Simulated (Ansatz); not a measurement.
Ge

Input

```
crystal:
  lattice:
    - [4.2321253957, 0.0, 0.0]
    - [0.0, 4.2321253957, 0.0]
    - [0.0, 0.0, 7.4343202074]
  atoms:
    - { symbol: Ge, position: [0.0, 0.0, 0.25] }
    - { symbol: Ge, position: [0.0, 0.0, 0.75] }
    - { symbol: Ge, position: [0.673885602, 0.2448314707, 0.5] }
    - { symbol: Ge, position: [0.326114398, 0.7551685293, 0.5] }
    - { symbol: Ge, position: [0.7551685293, 0.673885602, 0.0] }
    - { symbol: Ge, position: [0.2448314707, 0.326114398, 0.0] }
basis:
  ecutwfc: 420
kpoints:
  mp_grid: { grid: [10, 10, 6] }
hamiltonian:
  xc: pbe
scf:
  occupations: { method: gaussian, width: 0.1 }
output:
  forces: true
  stress: true
  eigenvalues: true
  write_density: true
  write_potential: true
  elf: true
  volumetric_format: npy
relax:
  adjacent_minimum: "off"
  f_tol: 0.01
  max_steps: 80
  cell: { stress_tol: 0.05 }
```

Command:

```sh
ansatz run input.yaml --threads 1 --pin off --max-ram 2560MiB --backend cpu --events-out ev --progress --plain --runs-dir out
```

Below, planes, directions and counts refer to the conventional cell (a = 4.22 Å, b = 4.22 Å, c = 7.43 Å, α = 90.00°, β = 90.00°, γ = 90.00°).

The fields are those of the relaxed geometry.

Space group P4₂/m; a structure generated by program, which may or may not match a known phase.

All numbers below come from DFT PBE, scalar-relativistic, plane waves, PAW (Ansatz 0.2.0).

In a PAW calculation such maps are meaningful between the atoms, not at the nuclei.

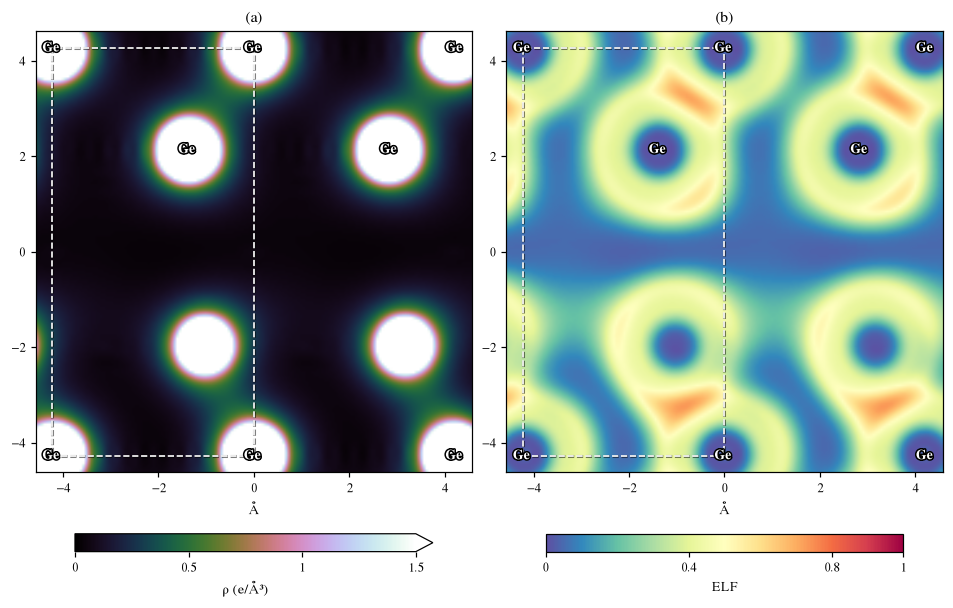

Figure 1. (a) valence pseudo-density; (b) electron localisation function on the (101) plane of the conventional cell.

### Describe what can be read from this map.

Atoms in the plane: Ge.
Atoms just off the plane (Ge, 0.3 Å away) can leave unmarked features too.
Ge–Ge (2.53 Å): ρ at the midpoint is about 0.43 e/Å³; the ELF peaks at about 0.70 between the atoms.
Between the atoms the lowest density in this plane is 0.03 e/Å³.

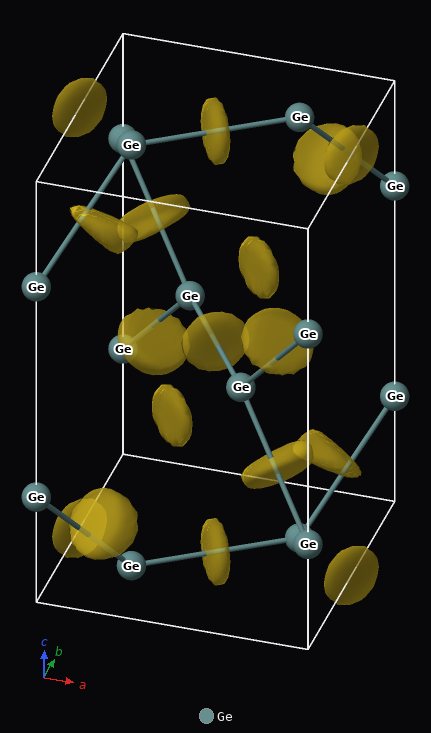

Figure 2. Isosurface of the electron localisation function at 0.65 (yellow), seen at an oblique angle. Only the valence region is drawn (cores and ρ < 0.01 e/Å³ removed). Sticks mark near contacts.

### Identify the bonds, lone pairs and shells in this picture.

At this value the surface marks out four regions between bonded Ge–Ge atoms and eight pockets between the atoms, centred on no nucleus (multi-centre or interstitial), counted in one cell of 6 atoms. Regions shared between cells count once. Along the contacts the grid gives the following. Ge–Ge (2.60 Å): the ELF peaks at about 0.70 between the atoms.

### Metal or insulator at this level of theory?

It is metallic or semimetallic at this level of theory: no gap opens.
